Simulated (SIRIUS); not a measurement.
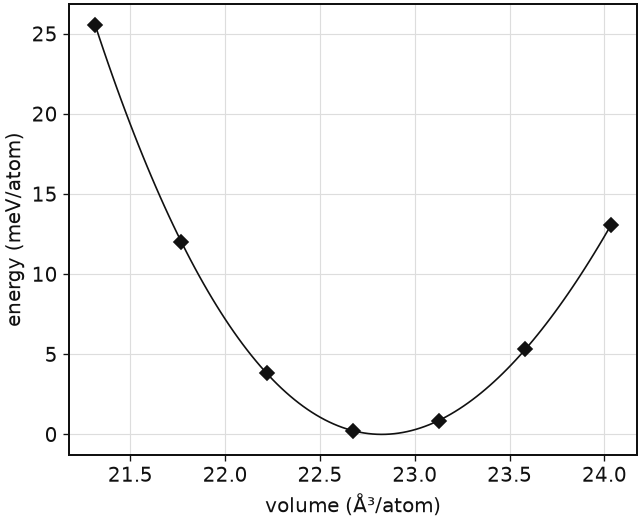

Plotted: energy against volume.

How it was computed, with SIRIUS 7.12.0: all-electron LAPW DFT, no spin polarisation; energies at scaled volumes of the given cell, shape and fractions fixed, counted from the fit's minimum, third-order Birch-Murnaghan fit. Level: PBEsol.

**For which of these solids was it computed?**
A. Ti, P6_3/mmc (No. 194)
B. MgS, P6_3mc (No. 186)
C. AlAs, F-43m (No. 216)

C, AlAs: energy from 0.19 meV/atom to 25.56 meV/atom, V0 22.83 Å³/atom, B0 72 GPa. The others give: Ti, energy from 0.52 meV/atom to 72.51 meV/atom, V0 16.73 Å³/atom, B0 121 GPa; MgS, energy from 0.17 meV/atom to 16.07 meV/atom, V0 22.53 Å³/atom, B0 57.7 GPa.

For MgS, limits of the calculation: shape and atomic fractions are frozen while scaling, which makes layered, chain and framework solids too stiff.

For Ti, limits of the calculation: shape and atomic fractions are frozen while scaling, which makes layered, chain and framework solids too stiff.
